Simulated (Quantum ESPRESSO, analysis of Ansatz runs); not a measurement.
# A hop of Li in Li2O (Fm-3m), charge +1 (Quantum ESPRESSO), part 3 of 3

How high is the barrier when Li changes place in Li2O (Fm-3m)? The case: Li_i by the interstitialcy path, charge +1, in a cell of 81 host atoms with 1 Li put in.

Quantum ESPRESSO 7.5; Quantum ESPRESSO plane-wave DFT, PBEsol, GBRV 1.5 PBEsol potentials; nudged elastic band between two relaxed defect structures at fixed charge in a uniform background.

So far: The structure; Relaxation of the start point, charge +1; Relaxation of the end point, charge +1.

### 4. Nudged elastic band, charge +1

3 movable images are laid between the ends by interpolation. Each image feels the true force across the path and a spring force along it. The highest image is set to climb to the top of the path.

This step: Quantum ESPRESSO plane-wave DFT, PBEsol, GBRV 1.5 PBEsol potentials; nudged elastic band between two relaxed defect structures at fixed charge in a uniform background.

File neb.in:

```
BEGIN
BEGIN_PATH_INPUT
&PATH
  restart_mode = 'from_scratch'
  string_method = 'neb'
  nstep_path = 45
  ds = 1.5
  opt_scheme = 'broyden'
  num_of_images = 5
  k_max = 0.3
  k_min = 0.2
  CI_scheme = 'auto'
  path_thr = 0.05
/
END_PATH_INPUT
BEGIN_ENGINE_INPUT
&CONTROL
  prefix = 'pwscf'
  outdir = './tmp'
  pseudo_dir = './pseudo'
  disk_io = 'low'
/
&SYSTEM
  ibrav = 0
  nat = 82
  ntyp = 2
  ecutwfc = 40
  ecutrho = 324
  nbnd = 167
  occupations = 'fixed'
  tot_charge = 1
  nosym = .true.
/
&ELECTRONS
  conv_thr = 8d-08
  electron_maxstep = 100
  mixing_beta = 0.5
/
ATOMIC_SPECIES
Li     6.9400 li_pbesol_v1.4.uspp.F.UPF
O     15.9990 o_pbesol_v1.2.uspp.F.UPF
CELL_PARAMETERS angstrom
   0.0000000000    6.8725884295    6.8725884295
   6.8725884295    0.0000000000    6.8725884295
   6.8725884295    6.8725884295    0.0000000000
BEGIN_POSITIONS
FIRST_IMAGE
ATOMIC_POSITIONS crystal
Li     0.2502541387    0.2501418302    0.2492816113
Li     0.0821913910    0.0852431387    0.0851537500
O      0.0063917711   -0.0064890060   -0.0062174465
Li     0.2506231616    0.2526594090    0.5818608625
Li     0.0822476029    0.0854572468    0.4140876272
O     -0.0007432611    0.0009153183    0.3332301051
Li     0.2503049650    0.2499145039    0.9166503098
Li     0.0772503989    0.1007166292    0.7446089276
O      0.0061503880   -0.0060290216    0.6732020300
Li     0.2519820054    0.5820239418    0.2520554337
Li     0.0822868092    0.4142532236    0.0847201985
O     -0.0007366815    0.3336993327    0.0004901155
Li     0.2510055180    0.5821807310    0.5816268975
Li     0.0837835311    0.4174387426    0.4162966449
O     -0.0004008078    0.3336297244    0.3330793956
Li     0.2557658727    0.5661637723    0.9225382490
Li     0.0828902604    0.4175302451    0.7495624853
O     -0.0005986764    0.3357437918    0.6659238198
Li     0.2502816771    0.9172113467    0.2496987553
Li     0.0781871926    0.7440937393    0.1008799494
O      0.0067025205    0.6733669493   -0.0065226219
Li     0.2552700642    0.9229863882    0.5663941864
Li     0.0831340238    0.7500688200    0.4167292483
O     -0.0003474931    0.6660580592    0.3353729258
Li     0.2557828336    0.9228942594    0.9223411108
Li     0.0777438660    0.7448301509    0.7438744335
O     -0.0006321131    0.6664956866    0.6656084364
Li     0.5839249036    0.2508841244    0.2504011685
Li     0.4165801669    0.0833605293    0.0832810398
O      0.3341047601    0.0010661101    0.0005748065
Li     0.5838520564    0.2509798831    0.5818289549
Li     0.4180466548    0.0856591246    0.4139425710
O      0.3337695669    0.0010739997    0.3313104892
Li     0.5831749311    0.2495216112    0.9169106527
Li     0.4184388982    0.0853774563    0.7487560465
O      0.3266328364   -0.0059738017    0.6731397614
Li     0.5837782529    0.5818173753    0.2509008486
Li     0.4186838444    0.4142643970    0.0847922492
O      0.3340660826    0.3313048499    0.0005768981
Li     0.5858813746    0.5817493156    0.5817326421
Li     0.4181309375    0.4162241796    0.4165897054
O      0.3341466119    0.3337138455    0.3331212129
Li     0.5858661205    0.5820591897    0.9172292156
Li     0.4183028554    0.4145578392    0.7492242606
O      0.3337857114    0.3338196146    0.6660773544
Li     0.5827747782    0.9170134667    0.2499187649
Li     0.4189206079    0.7496450148    0.0845444418
O      0.3270892308    0.6734913844   -0.0066664436
Li     0.5852636332    0.9179038015    0.5813295467
Li     0.4182869932    0.7493738105    0.4146318325
O      0.3341635098    0.6665145207    0.3332698350
Li     0.5833996724    0.9173545832    0.9163589923
Li     0.4336981264    0.7446227032    0.7441269011
O      0.3268812823    0.6734541124    0.6731219063
Li     0.9146762444    0.2507268076    0.2506729961
Li     0.7474848121    0.0850057536    0.0851891789
O      0.6644261563    0.0007360356    0.0007728710
Li     0.9154684397    0.2529594597    0.5814690884
Li     0.7490303682    0.0851030703    0.4163228782
O      0.6665568094    0.0006953761    0.3332509436
Li     0.9148549989    0.2526581261    0.9178108863
Li     0.7481111898    0.0853891970    0.7486071223
O      0.6665412644    0.0010293145    0.6658589065
Li     0.9154163436    0.5818019909    0.2520266224
Li     0.7493448181    0.4167957158    0.0847592097
O      0.6667514063    0.3334538837    0.0005026104
Li     0.9169200606    0.5834899118    0.5830145962
Li     0.7497704606    0.4163217392    0.4162345394
O      0.6665079239    0.3335948603    0.3335043513
Li     0.9149978380    0.5824372345    0.9171167204
Li     0.7504046742    0.4170614653    0.7498330549
O      0.6668632548    0.3335334488    0.6661307344
Li     0.9149485120    0.9177584655    0.2523662515
Li     0.7473505446    0.7490935210    0.0851786271
O      0.6668010453    0.6664851759    0.0002127678
Li     0.9149276746    0.9180689865    0.5813716254
Li     0.7504887625    0.7497112367    0.4166962835
O      0.6668318677    0.6661342085    0.3333935464
Li     0.8991193860    0.9223403105    0.9227675153
Li     0.7503295749    0.7503246840    0.7490028660
O      0.6688559353    0.6662327483    0.6657012869
Li     0.1662035901    0.8332885179    0.8344230880
INTERMEDIATE_IMAGE
ATOMIC_POSITIONS crystal
Li     0.2503012855    0.2500055953    0.2499966947
Li     0.0822026890    0.0844379868    0.0850711360
[... 80 atom lines left out ...]
INTERMEDIATE_IMAGE
ATOMIC_POSITIONS crystal
Li     0.2503478018    0.2498861769    0.2506873526
Li     0.0822152986    0.0836403261    0.0849875721
[... 80 atom lines left out ...]
INTERMEDIATE_IMAGE
ATOMIC_POSITIONS crystal
Li     0.2503927941    0.2497747890    0.2513656838
Li     0.0822287326    0.0828442013    0.0849025512
[... 80 atom lines left out ...]
LAST_IMAGE
ATOMIC_POSITIONS crystal
Li     0.2504370800    0.2496638925    0.2520497080
Li     0.0822438386    0.0820399196    0.0848138972
O     -0.0008348657    0.0009828624    0.0006302458
[... 12 atom lines left out ...]
Li     0.1660764018    0.5015126796    0.8332229381
[... 3 atom lines left out ...]
Li     0.0821866255    0.7527662372    0.0851394705
O      0.0059843584    0.6614563181   -0.0065713655
Li     0.2503692997    0.9204830878    0.5814866432
[... 2 atom lines left out ...]
Li     0.2502919357    0.9173990184    0.9168905238
Li     0.0770177800    0.7687255230    0.7439316644
[... 21 atom lines left out ...]
O      0.3339799786    0.6686012219    0.0006744639
[... 4 atom lines left out ...]
Li     0.4180403948    0.7524901541    0.7489681934
O      0.3264209202    0.6614116979    0.6731141122
[... 24 atom lines left out ...]
Li     0.9145070392    0.9200437732    0.9175627614
[... 2 atom lines left out ...]
Li     0.2551492364    0.5905125300    0.9224683032
END_POSITIONS
K_POINTS gamma
END_ENGINE_INPUT
END
```

Command:

```console
$ OMP_NUM_THREADS=1 mpirun -n 4 neb.x -ni 2 -inp neb.in > neb.out
```

Log:

```text
[shortened: banners, details of potentials and solvers, and blank lines are left out]
[banner, memory and clock lines left out]
     path-images division:  nimage    =       2
     initial path length           =  5.3008 bohr
     initial inter-image distance  =  1.3252 bohr
     string_method                 =    neb
     restart_mode                  =    from_scratch
     opt_scheme                    =    broyden
     num_of_images                 =    5
     nstep_path                    =    45
     CI_scheme                     =    auto
     first_last_opt                =    F
     use_freezing                  =    F
     ds                            =    1.5000 a.u.
     k_max                         =    0.3000 a.u.
     k_min                         =    0.2000 a.u.
     path_thr                      =    0.0500 eV / A
     ------------------------------ iteration   1 ------------------------------
     activation energy (->) =   1.116413 eV
     activation energy (<-) =   1.116918 eV
     image        energy (eV)        error (eV/A)        frozen
         1     -22693.8135725            0.017725            T
         2     -22693.2136365            1.119295            F
         3     -22692.6971597            1.363489            F
         4     -22693.2136777            1.125539            F
         5     -22693.8140782            0.014312            T
     climbing image =  3
     path length          =  5.301 bohr
     inter-image distance =  1.325 bohr
     ------------------------------ iteration   2 ------------------------------
     activation energy (->) =   0.937434 eV
     activation energy (<-) =   0.937940 eV
     image        energy (eV)        error (eV/A)        frozen
         1     -22693.8135725            0.017725            T
         2     -22693.2557105            0.752707            F
         3     -22692.8761386            0.957433            F
         4     -22693.2559148            0.745651            F
         5     -22693.8140782            0.014312            T
     climbing image =  3
     path length          =  5.311 bohr
[...]
------------------------------ iteration   3 ------------------------------
     activation energy (->) =   0.687922 eV
     activation energy (<-) =   0.688428 eV
     image        energy (eV)        error (eV/A)        frozen
         1     -22693.8135725            0.017725            T
         2     -22693.3538544            0.346484            F
         3     -22693.1256503            0.426489            F
         4     -22693.3536409            0.340566            F
         5     -22693.8140782            0.014312            T
     climbing image =  3
     path length          =  5.402 bohr
[...]
------------------------------ iteration   4 ------------------------------
     activation energy (->) =   0.649622 eV
     activation energy (<-) =   0.650127 eV
     image        energy (eV)        error (eV/A)        frozen
         1     -22693.8135725            0.017725            T
         2     -22693.3899658            0.278667            F
         3     -22693.1639510            0.378595            F
         4     -22693.3897216            0.277680            F
         5     -22693.8140782            0.014312            T
     climbing image =  3
     path length          =  5.436 bohr
[...]
------------------------------ iteration   5 ------------------------------
     activation energy (->) =   0.587787 eV
     activation energy (<-) =   0.588293 eV
     image        energy (eV)        error (eV/A)        frozen
         1     -22693.8135725            0.017725            T
         2     -22693.4443705            0.148342            F
         3     -22693.2257856            0.202651            F
         4     -22693.4442773            0.147243            F
         5     -22693.8140782            0.014312            T
     climbing image =  3
     path length          =  5.628 bohr
[...]
------------------------------ iteration   6 ------------------------------
     activation energy (->) =   0.584635 eV
     activation energy (<-) =   0.585141 eV
     image        energy (eV)        error (eV/A)        frozen
         1     -22693.8135725            0.017725            T
         2     -22693.4434746            0.155379            F
         3     -22693.2289374            0.238607            F
         4     -22693.4432867            0.154478            F
         5     -22693.8140782            0.014312            T
     climbing image =  3
     path length          =  5.561 bohr
[...]
------------------------------ iteration   7 ------------------------------
     activation energy (->) =   0.578680 eV
     activation energy (<-) =   0.579186 eV
     image        energy (eV)        error (eV/A)        frozen
         1     -22693.8135725            0.017725            T
         2     -22693.4472002            0.141667            F
         3     -22693.2348925            0.221377            F
         4     -22693.4470309            0.141326            F
         5     -22693.8140782            0.014312            T
     climbing image =  3
     path length          =  5.574 bohr
[...]
------------------------------ iteration   8 ------------------------------
     activation energy (->) =   0.558470 eV
     activation energy (<-) =   0.558976 eV
     image        energy (eV)        error (eV/A)        frozen
         1     -22693.8135725            0.017725            T
         2     -22693.4581180            0.094292            F
         3     -22693.2551022            0.140246            F
         4     -22693.4580893            0.094062            F
         5     -22693.8140782            0.014312            T
     climbing image =  3
     path length          =  5.636 bohr
[...]
------------------------------ iteration   9 ------------------------------
     activation energy (->) =   0.552899 eV
     activation energy (<-) =   0.553405 eV
     image        energy (eV)        error (eV/A)        frozen
         1     -22693.8135725            0.017725            T
         2     -22693.4613853            0.086153            F
         3     -22693.2606735            0.112111            F
         4     -22693.4614159            0.085500            F
         5     -22693.8140782            0.014312            T
     climbing image =  3
     path length          =  5.661 bohr
[...]
------------------------------ iteration  10 ------------------------------
     activation energy (->) =   0.547024 eV
     activation energy (<-) =   0.547529 eV
     image        energy (eV)        error (eV/A)        frozen
         1     -22693.8135725            0.017725            T
         2     -22693.4654120            0.078925            F
         3     -22693.2665489            0.096122            F
         4     -22693.4655067            0.078408            F
         5     -22693.8140782            0.014312            T
     climbing image =  3
     path length          =  5.698 bohr
[...]
------------------------------ iteration  11 ------------------------------
     activation energy (->) =   0.545342 eV
     activation energy (<-) =   0.545848 eV
     image        energy (eV)        error (eV/A)        frozen
         1     -22693.8135725            0.017725            T
         2     -22693.4669410            0.069681            F
         3     -22693.2682305            0.088695            F
         4     -22693.4670371            0.069262            F
         5     -22693.8140782            0.014312            T
     climbing image =  3
     path length          =  5.703 bohr
[...]
------------------------------ iteration  12 ------------------------------
     activation energy (->) =   0.539992 eV
     activation energy (<-) =   0.540497 eV
     image        energy (eV)        error (eV/A)        frozen
         1     -22693.8135725            0.017725            T
         2     -22693.4713420            0.039740            F
         3     -22693.2735808            0.049536            F
         4     -22693.4714717            0.039391            F
         5     -22693.8140782            0.014312            T
     climbing image =  3
     path length          =  5.729 bohr
     inter-image distance =  1.432 bohr
     neb: convergence achieved in  12 iterations
```

Wall time 26 min (4 MPI ranks of Intel Xeon Platinum 8375C at 2.90GHz (Ice Lake), shared host); peak memory 1.6 GiB.

The path, image by image:

| image | path (Å) | energy (eV) | Li16: x, y, z (Å) |
| --- | --- | --- | --- |
| 0 | 0.000 | 0.0000 | 10.231, 8.098, 5.649 |
| 1 | 0.829 | 0.3422 | 9.895, 7.774, 5.312 |
| 2 | 1.516 | 0.5400 | 9.611, 7.455, 5.028 |
| 3 | 2.202 | 0.3421 | 9.392, 7.197, 4.809 |
| 4 | 3.031 | -0.0005 | 9.173, 6.868, 4.588 |

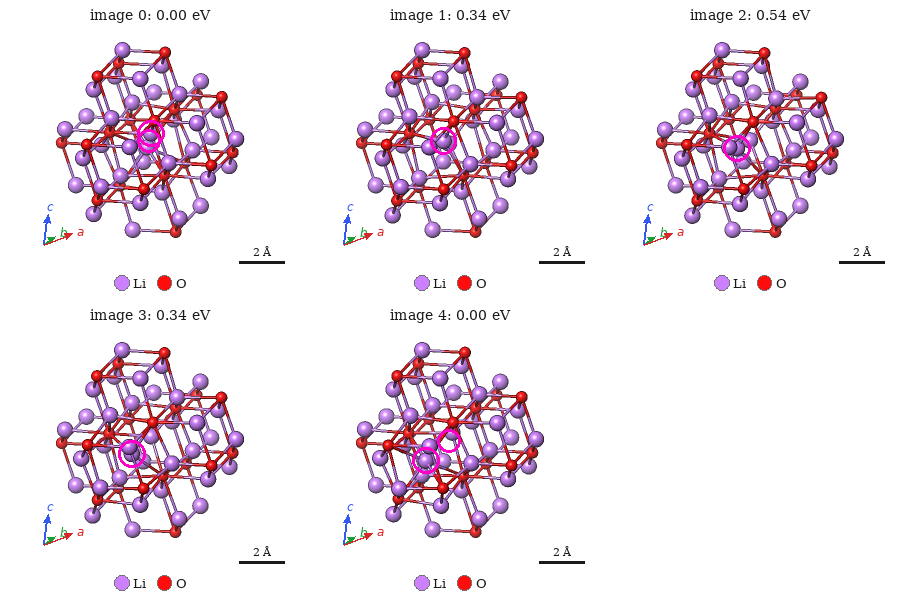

Images along the path; Li16 is ringed. A ring with no atom in it marks the empty centre.

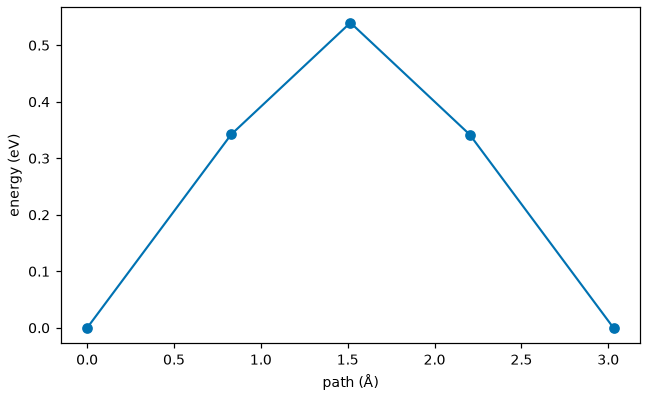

Energy along the path.

This step gave:

```yaml
barrier_forward: 0.5400 eV
barrier_backward: 0.5405 eV
end_less_start: -5.06e-4 eV
hop_length: 1.931 Å
```

The band met its tolerance of 0.05 eV/Å after 12 iterations, with image 2 on top (the start counts as 0). Li16, which moves farthest between the ends, has 4 O at 1.86 to 1.99 Å and 1 Li at 2.12 Å nearest at the start and 3 O at 1.83 to 1.92 Å and 3 Li at 1.99 to 2.01 Å at the top.

### 5. Summary of results

| Property | Result |
| --- | --- |
| barrier forward | 0.54 eV |
| barrier backward | 0.54 eV |
| end less start | 0.00 eV |
| hop length | 1.93 Å |
| band iterations, as the log counts them | 12 |

What this shows: The top of the band lies 0.54 eV above the start and 0.54 eV above the end. With an assumed prefactor of 1e13 per second it gives one hop a second along this one path at about 210 K; whether such hops link up through the crystal wasn't checked. The move is shared: Li16 goes 1.94 Å and Li82, whose hop length is listed, 1.93 Å. The order of the top as a saddle was not checked for all atoms, so a bent path could be lower. No image-charge correction is applied; it largely cancels along a path if the charge stays localised alike. Keep in mind: sampling at the zone centre alone can move energies of charged and open-shell states by tenths of an eV or more in cells of this size.

[Logs are printed without paths, hosts, clocks, repeated set-up lines and the standing remarks that a program may print on its own settings, such as how far it seeks lower states.]

[Hosts, paths, dates, database ids (printed as entryN), source tags and the programs' standing remarks are cut or masked in the printed files.]
